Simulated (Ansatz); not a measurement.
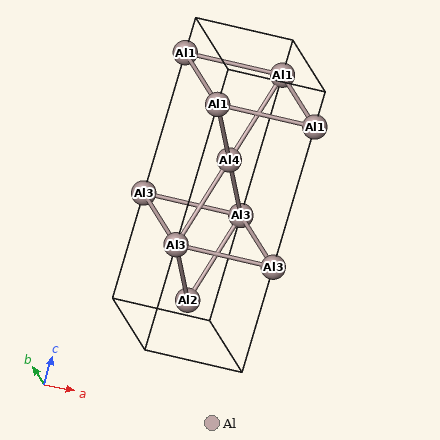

The system is Al (Im-3m, No. 229; 4 atoms in the cell); the picture shows the reference structure. Gamma surface: rigid slide across a plane, one fault a cell; the plane is (0 1 1) of the conventional cell. Places are given modulo a cell vector. The map is drawn in real space over the plane of the slide. Nothing is relaxed (rigid halves, spacing across the cut fixed). Grid: 10 × 10 points; 31 points were computed and 69 follow by symmetry. Energies are in meV/Å², from the perfect crystal. Method: DFT PBE, scalar-relativistic, plane waves, PAW in Ansatz. Settings: cutoff 420 eV, k-mesh 16×16×5 in the order of the run's cell vectors, gaussian smearing 0.15 eV, no spin polarisation.

Its coordinates:

```
CELL_PARAMETERS angstrom
-1.61746 1.61746 -1.61746
-1.61746 -1.61746 1.61746
0.00000 6.46985 6.46985
ATOMIC_POSITIONS crystal
Al 0.00000 0.00000 0.87500
Al 0.50000 0.50000 0.12500
Al 0.00000 0.00000 0.37500
Al 0.50000 0.50000 0.62500
```

The input of one point:

```yaml
crystal:
  lattice:
    - [-1.6174623135, 1.6174623135, -1.6174623135]
    - [-1.6174623135, -1.6174623135, 1.6174623135]
    - [-1.4557160822, 5.3376256347, 7.6020728736]
  atoms:
    - { symbol: Al, position: [-0.0875, -0.7, 0.875] }
    - { symbol: Al, position: [0.4875, 0.4, 0.125] }
    - { symbol: Al, position: [-0.0375, -0.3, 0.375] }
    - { symbol: Al, position: [0.4375, 0.0, 0.625] }
basis:
  ecutwfc: 420
kpoints:
  mp_grid: { grid: [16, 16, 5] }
hamiltonian:
  xc: pbe
  pseudopotentials: { kind: paw, azcp: { folder: soft_1 } }
scf:
  occupations: { method: gaussian, width: 0.15 }
output:
  forces: true
  stress: true
  eigenvalues: true
  write_density: true
  write_potential: true
  elf: true
  volumetric_format: npy
```

Range: slide along a1 from 0.0 to 0.9; slide along a2 from 0.0 to 0.9.

**What will the energy surface look like?**

The lowest grid point is at (1/10, 8/10) of the cell vectors, −4.7 meV/Å² from the perfect crystal. The reference structure, at (0/10, 0/10) of the cell vectors, is a saddle of this map. The highest grid point, (5/10, 5/10) of the cell vectors, lies 84 meV/Å² above the lowest.

| slide along a2 ↓, slide along a1 → | 0/10 | 1/10 | 2/10 | 3/10 | 4/10 | 5/10 | 6/10 | 7/10 | 8/10 | 9/10 |
| --- | --- | --- | --- | --- | --- | --- | --- | --- | --- | --- |
| 9/10 | 0 | −4 | −5 | −2 | 4 | 10 | 14 | 14 | 12 | 6 |
| 8/10 | 1 | −5 | −4 | 4 | 16 | 28 | 34 | 32 | 24 | 12 |
| 7/10 | 2 | −2 | 4 | 20 | 38 | 51 | 55 | 48 | 32 | 14 |
| 6/10 | 2 | 4 | 16 | 38 | 59 | 71 | 70 | 55 | 34 | 14 |
| 5/10 | 3 | 10 | 28 | 51 | 71 | 79 | 71 | 51 | 28 | 10 |
| 4/10 | 2 | 14 | 34 | 55 | 70 | 71 | 59 | 38 | 16 | 4 |
| 3/10 | 2 | 14 | 32 | 48 | 55 | 51 | 38 | 20 | 4 | −2 |
| 2/10 | 1 | 12 | 24 | 32 | 34 | 28 | 16 | 4 | −4 | −5 |
| 1/10 | 0 | 6 | 12 | 14 | 14 | 10 | 4 | −2 | −5 | −4 |
| 0/10 | 0 | 0 | 1 | 2 | 2 | 3 | 2 | 2 | 1 | 0 |

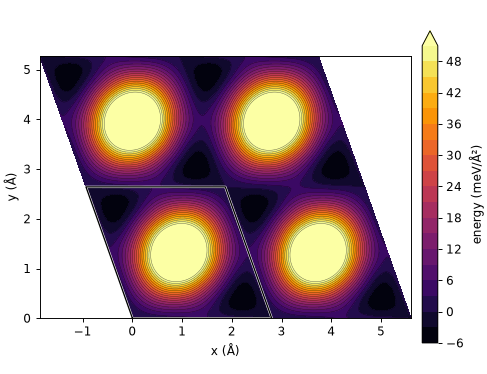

In the figure: filled contours, the outline of one cell of the 2 × 2 shown, one colour for all values above the top of the scale. Between grid points the surface is interpolated.

Each point was launched as `ansatz run input.yaml --threads 2 --pin off --max-ram 4096MiB --backend cpu --events-out ev --progress --plain --runs-dir out`. Time for the 31 points that were run: 15 min on 2 threads of Arm Neoverse N1, with other jobs on the host.
